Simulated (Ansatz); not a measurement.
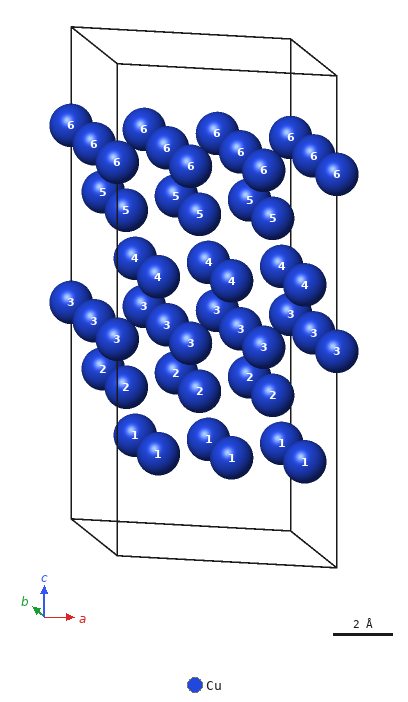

**Figure 1.** The starting structure (spheres-only view of the 3 × 2 repeat of the cell, with the vacuum cut short, seen slightly off an axis; atoms are numbered from 1 in the order of the input). An atom can appear more than once, as a periodic image.

Cu: geometry relaxation (part 1 of 2)

The run: geometry relaxation of Cu (slab, 6 atoms in the cell). Method and program: DFT PBE, scalar-relativistic, plane waves, PAW, no spin polarisation (Ansatz 0.2.0).

The structure derives from an entry of the Crystallography Open Database. It belongs to a series of runs on one base structure; here: (1 1 1) slab, atoms relaxed. Figures and captions count atoms from 1; the log counts them from 0 in places.

**Input**
```yaml
crystal:
  lattice:
    - [2.5666196055, 0.0, 0.0]
    - [-1.2833098028, 2.2227577802, 0.0]
    - [0.0, 0.0, 25.4781806622]
  atoms:
    - { symbol: Cu, position: [0.6666666667, 0.3333333333, 0.2943695274] }
    - { symbol: Cu, position: [0.3333333333, 0.6666666667, 0.3766217164] }
    - { symbol: Cu, position: [0.0, 0.0, 0.4588739055] }
    - { symbol: Cu, position: [0.6666666667, 0.3333333333, 0.5411260945] }
    - { symbol: Cu, position: [0.3333333333, 0.6666666667, 0.6233782836] }
    - { symbol: Cu, position: [0.0, 0.0, 0.7056304726] }
basis:
  ecutwfc: 420
kpoints:
  mp_grid: { grid: [15, 15, 1] }
hamiltonian:
  xc: pbe
scf:
  occupations: { method: gaussian, width: 0.1 }
output:
  forces: true
  eigenvalues: true
  write_density: true
  write_potential: true
  elf: true
  volumetric_format: npy
relax:
  adjacent_minimum: "off"
  f_tol: 0.02
  max_steps: 60
efield:
  axis: 3
  dipole_correction: true
  ramp_width: 0.04
```

Run on 1 thread of Intel Xeon @ 2.50GHz (Skylake/Cascade Lake), 189 GiB of memory available, shared host.

Launch command:
```bash
ansatz run input.yaml --threads 1 --pin off --max-ram 2560MiB --backend cpu --events-out ev --progress --plain --runs-dir out
```

**What the program printed**
```
Engine: ansatz 0.2.0, x86_64-unknown-linux-gnu
Pseudopotentials: kind: paw
Pseudopotential: Cu, paw, valence charge 19, recommended cutoff 420 eV (normal), Cu.paw.azcp
Functional definition: PBE
  parameter kappa = 0.804
  parameter beta = 0.06672455060314922
  exchange = pbe_x(kappa = kappa, mu = beta*pi^2/3)
  correlation = pbe_c(beta = beta)
Crystal: 6 atoms, lattice volume = 145.352 Å³
Basis set: ecut = 420 eV, 2911 PW (Γ), exchange–correlation on 36×36×360 points (8 copies of the dense FFT grid, shifted against one another)
Bands: 69, of which v1, the nominal top of the filled ones, is band 57 counted from 1 (56 counted from 0)
Symmetry: 6 space group operations
k-points: 27 of 225 (time reversal used)
Non-local potential: Cu, projectors of the file, l = 0: 3, l = 1: 2, l = 2: 3, l = 3: 1
PAW form: soft (Blöchl's): semilocal exchange-correlation on the pseudo side does not see the compensation charge
PAW one-centre angular grid: Cu, 590 points (default); XC on 64 Gauss nodes
Initial density: superposition of atomic densities (neutral atoms: chi_scale 0, normalization atom), corrected by the library's trained network
Initial wavefunctions: pseudopotential atomic-orbital guess
Functional: x = pbe(κ = 0.804, μ = 0.2195149727645171), c = pbe(β = 0.06672455060314922)
SCF iter   1: F=—  HF=-39750.084179 eV  |F-HF|=—  |Δ(HF+E_count)|=         —  Δρ=1.45e-3  dr2=5.34e-2  ethr=1.77e-3  p=0.000 e·Å  D=1.30e-13 V/Å  ΔV_dip=-0.00 eV  dr2_dipole=7.42e-10  V_vac-E_F(+/−)=4.76/4.76 eV  ⟨swp⟩=7.0  Hψ=7553  notcnv=0  defer=49
efield: sawtooth ramp at fractional position 0.9800 (placed from the atoms, in the widest stretch of the axis that holds none; the zero of the levels goes with the place), width 0.0400; the density the first Hamiltonian is built on has a dipole p = 0.000 e·Å; the dipole correction subtracts the counter field D = 1.30e-13 V/Å, which shifts the + side's vacuum level by -0.00 eV against the − side's; the planar-averaged density in the ramp window peaks in size at 6.6e-5 e/Å³
preconditioner: auto → LDOS  [metal: Δε(μ)=0.038 eV  Ē_g=8.869 eV  σ=0.100 eV  W_gap=0.21  n_scr=20 (ndim 8)  ℏωp=25.0 eV  f_vac=0.478  D(μ)=3.56/eV (n_scr^D=16)  β→1.0]
SCF iter   2: F=—  HF=-39750.086841 eV  |F-HF|=—  |Δ(HF+E_count)|=   2.66e-3  Δρ=2.98e-3  dr2=1.78e-2  ethr=4.68e-5  p=-0.000 e·Å  D=-1.42e-6 V/Å  ΔV_dip=0.00 eV  dr2_dipole=3.22e-10  V_vac-E_F(+/−)=4.79/4.79 eV  ⟨swp⟩=2.5  Hψ=3167  notcnv=0  defer=78
SCF iter   3: F=—  HF=-39750.086176 eV  |F-HF|=—  |Δ(HF+E_count)|=   6.65e-4  Δρ=1.15e-3  dr2=4.32e-3  ethr=1.56e-5  p=0.000 e·Å  D=1.63e-7 V/Å  ΔV_dip=-0.00 eV  dr2_dipole=1.07e-8  V_vac-E_F(+/−)=4.78/4.78 eV  ⟨swp⟩=2.0  Hψ=2558  notcnv=0  defer=78
SCF iter   4: F=—  HF=-39750.085918 eV  |F-HF|=—  |Δ(HF+E_count)|=   2.58e-4  Δρ=1.01e-3  dr2=2.31e-3  ethr=3.79e-6  p=-0.000 e·Å  D=-1.71e-6 V/Å  ΔV_dip=0.00 eV  dr2_dipole=3.67e-10  V_vac-E_F(+/−)=4.80/4.80 eV  ⟨swp⟩=2.0  Hψ=2549  notcnv=0  defer=78
SCF iter   5: F=—  HF=-39750.085786 eV  |F-HF|=—  |Δ(HF+E_count)|=   1.32e-4  Δρ=1.60e-4  dr2=5.36e-5  ethr=2.03e-6  p=-0.000 e·Å  D=-5.27e-7 V/Å  ΔV_dip=0.00 eV  dr2_dipole=1.48e-9  V_vac-E_F(+/−)=4.81/4.81 eV  ⟨swp⟩=1.8  Hψ=2061  notcnv=0  defer=78
SCF iter   6: F=—  HF=-39750.085811 eV  |F-HF|=—  |Δ(HF+E_count)|=   2.48e-5  Δρ=1.48e-4  dr2=2.61e-5  ethr=8.77e-9  p=-0.000 e·Å  D=-4.01e-7 V/Å  ΔV_dip=0.00 eV  dr2_dipole=3.32e-10  V_vac-E_F(+/−)=4.81/4.81 eV  ⟨swp⟩=20.7  Hψ=22042  notcnv=0
iter 7 did not close the SCF: its close was put off until two iterations running show no level that it waits for move by more than its bar (scf_convergence_deferred on its scf_iter line)
SCF iter   7: F=-39750.085818 eV  HF=-39750.085815 eV  |F-HF|=2.17e-6  |Δ(HF+E_count)|=   4.29e-6  Δρ=2.82e-5  dr2=1.82e-6  ethr=8.77e-9  p=-0.000 e·Å  D=-1.92e-7 V/Å  ΔV_dip=0.00 eV  dr2_dipole=2.82e-10  V_vac-E_F(+/−)=4.81/4.81 eV  ⟨swp⟩=13.4  Hψ=16916  notcnv=0
iter 8 did not close the SCF: its close was put off until two iterations running show no level that it waits for move by more than its bar (scf_convergence_deferred on its scf_iter line)
SCF iter   8: F=-39750.085818 eV  HF=-39750.085818 eV  |F-HF|=3.87e-8  |Δ(HF+E_count)|=   2.89e-6  Δρ=1.81e-5  dr2=5.64e-7  ethr=1.59e-9  p=-0.000 e·Å  D=-1.20e-7 V/Å  ΔV_dip=0.00 eV  dr2_dipole=7.63e-11  V_vac-E_F(+/−)=4.82/4.82 eV  ⟨swp⟩=12.7  Hψ=15750  notcnv=0
iter 9 did not close the SCF: its close was put off until two iterations running show no level that it waits for move by more than its bar (scf_convergence_deferred on its scf_iter line)
SCF iter   9: F=-39750.085819 eV  HF=-39750.085819 eV  |F-HF|=1.61e-7  |Δ(HF+E_count)|=   4.98e-7  Δρ=1.61e-5  dr2=2.20e-7  ethr=4.94e-10  p=-0.000 e·Å  D=-6.52e-8 V/Å  ΔV_dip=0.00 eV  dr2_dipole=7.11e-11  V_vac-E_F(+/−)=4.82/4.82 eV  ⟨swp⟩=11.2  Hψ=14957  notcnv=0
SCF iter  10: F=-39750.085819 eV  HF=-39750.085819 eV  |F-HF|=4.05e-8  |Δ(HF+E_count)|=   1.95e-9  Δρ=3.14e-6  dr2=1.93e-8  ethr=1.93e-10  p=-0.000 e·Å  D=-5.08e-8 V/Å  ΔV_dip=0.00 eV  dr2_dipole=2.40e-11  V_vac-E_F(+/−)=4.82/4.82 eV  ⟨swp⟩=9.3  Hψ=13645  notcnv=0
SCF 1 converged in 10 iterations: F = -39750.085819 eV  dr2 = 1.93e-8
  greatest PAW one-centre occupation: 1.000 electrons in one spin orbital (limit 2), on the Cu atom at site 0 (counted from 0), in its partial waves of l = 0
relax step   1: F+E_penalty+E_count = -39750.08581878 eV  Δ(F+E_penalty+E_count) = +0.000e0 eV  max|allowed force component| = 6.060e-2 eV/Å  Δτ_max = 0.0000 Å  (10 SCF iters, dr2 threshold 1.00e-5 eV, accepted)
Initial density: handed on by an earlier stage of this run
Initial wavefunctions: those handed on with the density
iter 1 solved again at ethr=2.96e-7 eV; its pass at ethr=3.10e-3 eV (dr2=3.38e-4 eV) is discarded
SCF iter   1: F=—  HF=-39750.086757 eV  |F-HF|=—  |Δ(HF+E_count)|=         —  Δρ=6.83e-4  dr2=3.32e-4  ethr=2.96e-7  p=-0.000 e·Å  D=-5.08e-8 V/Å  ΔV_dip=0.00 eV  dr2_dipole=2.23e-11  V_vac-E_F(+/−)=4.81/4.81 eV  ⟨swp⟩=2.7  Hψ=5691  notcnv=0  defer=137
efield: sawtooth ramp at fractional position 0.9800 (handed on by an earlier solve), width 0.0400; the density the first Hamiltonian is built on has a dipole p = -0.000 e·Å; the dipole correction subtracts the counter field D = -5.08e-8 V/Å, which shifts the + side's vacuum level by +0.00 eV against the − side's; the planar-averaged density in the ramp window peaks in size at 3.9e-5 e/Å³
preconditioner: auto → LDOS  [metal: Δε(μ)=0.034 eV  Ē_g=8.936 eV  σ=0.100 eV  W_gap=0.19  n_scr=20 (ndim 8)  ℏωp=25.0 eV  f_vac=0.479  D(μ)=3.44/eV (n_scr^D=16)  β→1.0]
SCF iter   2: F=—  HF=-39750.086700 eV  |F-HF|=—  |Δ(HF+E_count)|=   5.69e-5  Δρ=5.62e-4  dr2=4.04e-4  ethr=2.91e-7  p=-0.000 e·Å  D=-1.65e-8 V/Å  ΔV_dip=0.00 eV  dr2_dipole=1.14e-11  V_vac-E_F(+/−)=4.82/4.82 eV  ⟨swp⟩=2.0  Hψ=3052  notcnv=0  defer=137
SCF iter   3: F=—  HF=-39750.086674 eV  |F-HF|=—  |Δ(HF+E_count)|=   2.60e-5  Δρ=4.92e-4  dr2=2.56e-4  ethr=2.91e-7  p=-0.000 e·Å  D=-3.00e-8 V/Å  ΔV_dip=0.00 eV  dr2_dipole=4.69e-12  V_vac-E_F(+/−)=4.81/4.81 eV  ⟨swp⟩=2.0  Hψ=3229  notcnv=0  defer=137
SCF iter   4: F=—  HF=-39750.086640 eV  |F-HF|=—  |Δ(HF+E_count)|=   3.45e-5  Δρ=1.74e-4  dr2=4.11e-5  ethr=2.25e-7  p=-0.000 e·Å  D=-1.93e-8 V/Å  ΔV_dip=0.00 eV  dr2_dipole=7.49e-12  V_vac-E_F(+/−)=4.81/4.81 eV  ⟨swp⟩=2.4  Hψ=2231  notcnv=0  defer=137
SCF iter   5: F=—  HF=-39750.086643 eV  |F-HF|=—  |Δ(HF+E_count)|=   3.24e-6  Δρ=1.02e-4  dr2=1.24e-5  ethr=3.60e-8  p=-0.000 e·Å  D=-9.40e-9 V/Å  ΔV_dip=0.00 eV  dr2_dipole=2.52e-13  V_vac-E_F(+/−)=4.81/4.81 eV  ⟨swp⟩=2.1  Hψ=2478  notcnv=0  defer=137
SCF iter   6: F=—  HF=-39750.086641 eV  |F-HF|=—  |Δ(HF+E_count)|=   1.95e-6  Δρ=2.97e-5  dr2=2.34e-6  ethr=1.08e-8  p=-0.000 e·Å  D=-5.36e-11 V/Å  ΔV_dip=0.00 eV  dr2_dipole=6.63e-14  V_vac-E_F(+/−)=4.81/4.81 eV  ⟨swp⟩=2.0  Hψ=2530  notcnv=0  defer=137
SCF iter   7: F=-39750.086641 eV  HF=-39750.086641 eV  |F-HF|=7.47e-8  |Δ(HF+E_count)|=   2.07e-7  Δρ=5.89e-6  dr2=6.21e-8  ethr=8.77e-11  p=0.000 e·Å  D=2.26e-9 V/Å  ΔV_dip=-0.00 eV  dr2_dipole=3.81e-15  V_vac-E_F(+/−)=4.81/4.81 eV  ⟨swp⟩=15.4  Hψ=16387  notcnv=0
SCF 2 converged in 7 iterations: F = -39750.086641 eV  dr2 = 6.21e-8
relax step   2: F+E_penalty+E_count = -39750.08664143 eV  Δ(F+E_penalty+E_count) = -8.226e-4 eV  max|allowed force component| = 3.781e-2 eV/Å  Δτ_max = 0.0070 Å  (7 SCF iters, accepted)
SCF iter   1: F=—  HF=-39750.087437 eV  |F-HF|=—  |Δ(HF+E_count)|=         —  Δρ=1.07e-3  dr2=8.39e-4  ethr=7.06e-6  p=0.000 e·Å  D=2.26e-9 V/Å  ΔV_dip=-0.00 eV  dr2_dipole=1.22e-13  V_vac-E_F(+/−)=4.81/4.81 eV  ⟨swp⟩=2.9  Hψ=3726  notcnv=0  defer=132
efield: sawtooth ramp at fractional position 0.9800 (handed on by an earlier solve), width 0.0400; the density the first Hamiltonian is built on has a dipole p = 0.000 e·Å; the dipole correction subtracts the counter field D = 2.26e-9 V/Å, which shifts the + side's vacuum level by -0.00 eV against the − side's; the planar-averaged density in the ramp window peaks in size at 4.1e-5 e/Å³
preconditioner: auto → LDOS  [metal: Δε(μ)=0.033 eV  Ē_g=8.945 eV  σ=0.100 eV  W_gap=0.18  n_scr=20 (ndim 8)  ℏωp=25.0 eV  f_vac=0.479  D(μ)=3.41/eV (n_scr^D=16)  β→1.0]
SCF iter   2: F=—  HF=-39750.087302 eV  |F-HF|=—  |Δ(HF+E_count)|=   1.34e-4  Δρ=8.98e-4  dr2=9.99e-4  ethr=7.36e-7  p=-0.000 e·Å  D=-6.35e-8 V/Å  ΔV_dip=0.00 eV  dr2_dipole=3.29e-13  V_vac-E_F(+/−)=4.81/4.81 eV  ⟨swp⟩=2.1  Hψ=3347  notcnv=0  defer=132
SCF iter   3: F=—  HF=-39750.087226 eV  |F-HF|=—  |Δ(HF+E_count)|=   7.67e-5  Δρ=7.99e-4  dr2=6.63e-4  ethr=7.36e-7  p=-0.000 e·Å  D=-3.86e-8 V/Å  ΔV_dip=0.00 eV  dr2_dipole=1.49e-13  V_vac-E_F(+/−)=4.80/4.80 eV  ⟨swp⟩=2.0  Hψ=3238  notcnv=0  defer=132
SCF iter   4: F=—  HF=-39750.087131 eV  |F-HF|=—  |Δ(HF+E_count)|=   9.49e-5  Δρ=2.89e-4  dr2=1.08e-4  ethr=5.81e-7  p=-0.000 e·Å  D=-1.89e-8 V/Å  ΔV_dip=0.00 eV  dr2_dipole=1.37e-14  V_vac-E_F(+/−)=4.80/4.80 eV  ⟨swp⟩=2.1  Hψ=2195  notcnv=0  defer=132
SCF iter   5: F=—  HF=-39750.087129 eV  |F-HF|=—  |Δ(HF+E_count)|=   2.12e-6  Δρ=1.72e-4  dr2=3.39e-5  ethr=9.44e-8  p=0.000 e·Å  D=2.33e-9 V/Å  ΔV_dip=-0.00 eV  dr2_dipole=1.33e-13  V_vac-E_F(+/−)=4.80/4.80 eV  ⟨swp⟩=2.0  Hψ=2579  notcnv=0  defer=132
SCF iter   6: F=—  HF=-39750.087125 eV  |F-HF|=—  |Δ(HF+E_count)|=   3.46e-6  Δρ=5.29e-5  dr2=6.20e-6  ethr=2.97e-8  p=0.000 e·Å  D=1.81e-9 V/Å  ΔV_dip=-0.00 eV  dr2_dipole=1.83e-13  V_vac-E_F(+/−)=4.80/4.80 eV  ⟨swp⟩=2.0  Hψ=2398  notcnv=0  defer=132
SCF iter   7: F=—  HF=-39750.087125 eV  |F-HF|=—  |Δ(HF+E_count)|=   3.14e-7  Δρ=8.93e-6  dr2=1.07e-7  ethr=5.43e-9  p=-0.000 e·Å  D=-3.88e-9 V/Å  ΔV_dip=0.00 eV  dr2_dipole=7.39e-14  V_vac-E_F(+/−)=4.80/4.80 eV  ⟨swp⟩=2.1  Hψ=2465  notcnv=0  defer=132
SCF iter   8: F=-39750.087126 eV  HF=-39750.087126 eV  |F-HF|=1.27e-7  |Δ(HF+E_count)|=   9.08e-8  Δρ=4.84e-6  dr2=4.20e-8  ethr=8.77e-11  p=-0.000 e·Å  D=-3.35e-9 V/Å  ΔV_dip=0.00 eV  dr2_dipole=2.03e-14  V_vac-E_F(+/−)=4.80/4.80 eV  ⟨swp⟩=16.5  Hψ=15384  notcnv=0
SCF 3 converged in 8 iterations: F = -39750.087126 eV  dr2 = 4.20e-8
  greatest PAW one-centre occupation: 1.000 electrons in one spin orbital (limit 2), on the Cu atom at site 5 (counted from 0), in its partial waves of l = 0
relax step   3: F+E_penalty+E_count = -39750.08712569 eV  Δ(F+E_penalty+E_count) = -4.843e-4 eV  max|allowed force component| = 1.022e-3 eV/Å  Δτ_max = 0.0110 Å  (8 SCF iters, accepted)
```

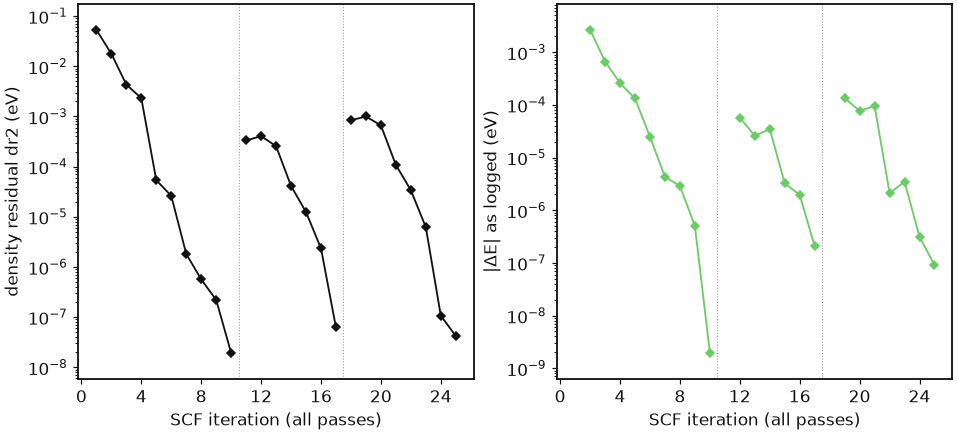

**Figure 2.** Convergence of the self-consistent field: density residual dr2 and size of the energy change against the SCF iteration. The dotted lines part the SCF passes of the relaxation: geometry steps, rejected trials and re-solves on a re-selected basis. The passes take 10, 7 and 8 iterations.

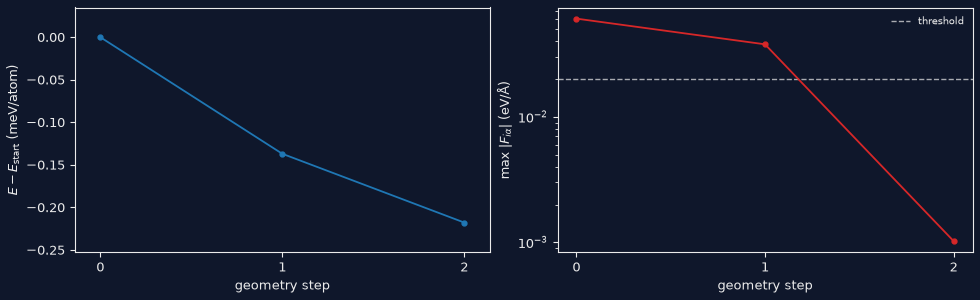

**Figure 3.** Progress of the relaxation, step by step (the first geometry is step 0 here and step 1 in the log).

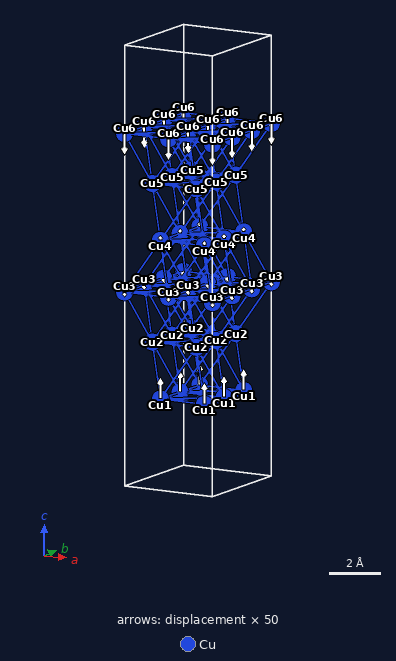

**Figure 4.** The starting structure with the displacements as white arrows, magnified 50 times (ball-and-stick view of the 2 × 3 repeat of the cell, with the vacuum cut short, seen slightly off an axis). Over 2 geometry steps the energy falls by 0.2 meV per atom. Largest force component: 0.061 eV/Å at the start, 0.001 eV/Å at the end. The largest moves, 0.018 Å, are those of Cu1 and Cu6. The cell stays as it was. Among the contacts that change: Cu1–Cu2 2.567 → 2.552 Å, Cu2–Cu3 2.567 → 2.563 Å. (Atoms are counted from 1 in the order of the input.)
